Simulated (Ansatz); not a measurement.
Input file:

```
crystal:
  lattice:
    - [0.0, 1.8075, 1.8075]
    - [1.8075, 0.0, 1.8075]
    - [1.8075, 1.8075, 0.0]
  atoms:
    - { symbol: Cu, position: [0.0, 0.0, 0.0] }
basis:
  ecutwfc: 420
kpoints:
  mp_grid: { grid: [20, 20, 20] }
hamiltonian:
  xc: pbe
scf:
  occupations: { method: gaussian, width: 0.1 }
output:
  forces: true
  stress: true
  eigenvalues: true
  write_density: true
  write_potential: true
  elf: true
  volumetric_format: npy
relax:
  adjacent_minimum: "off"
  f_tol: 0.005
  max_steps: 80
  cell: { stress_tol: 0.05 }
```

Run with:

```sh
ansatz run input.yaml --threads 2 --pin off --max-ram 5120MiB --backend cpu --events-out ev --progress --plain --runs-dir out
```

Below, planes, directions and counts refer to the conventional cell (a = 3.63 Å, b = 3.63 Å, c = 3.63 Å, α = 90.00°, β = 90.00°, γ = 90.00°).

The fields are those of the run's last geometry, not of the input's.

Space group Fm-3m; computed without spin polarisation.

Theory: Ansatz, DFT PBE, scalar-relativistic, plane waves, PAW.

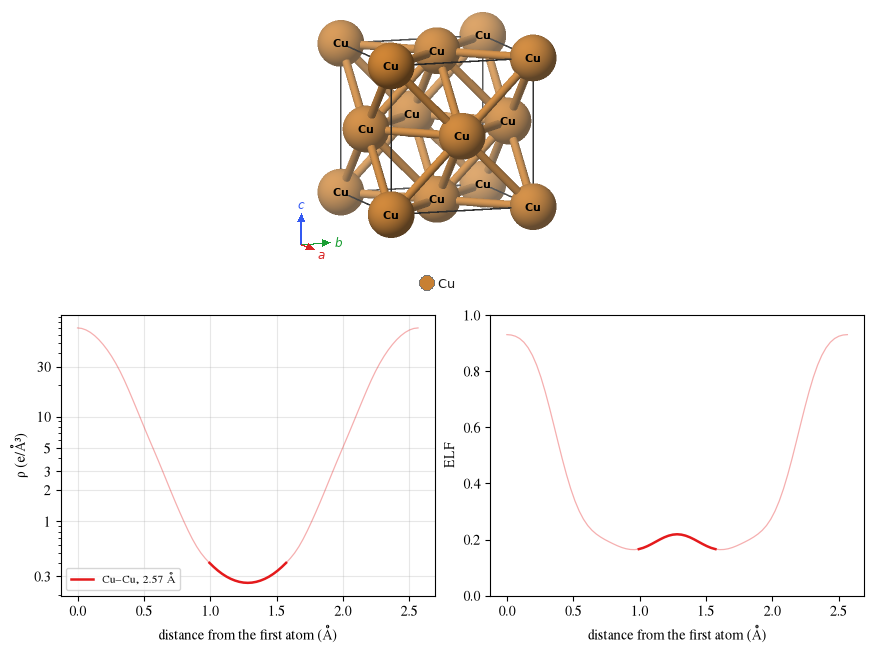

Cu. Valence charge density (pseudo) and electron localisation function along straight lines between neighbouring atoms. Thin, pale parts lie inside the atomic spheres. The structure is drawn too.

In a PAW calculation such maps are meaningful between the atoms, not at the nuclei.

### What can be read from the curves?

Cu–Cu (2.57 Å): ρ at the midpoint is about 0.26 e/Å³; the ELF is about 0.20 at the midpoint; no localised pair shows between them.
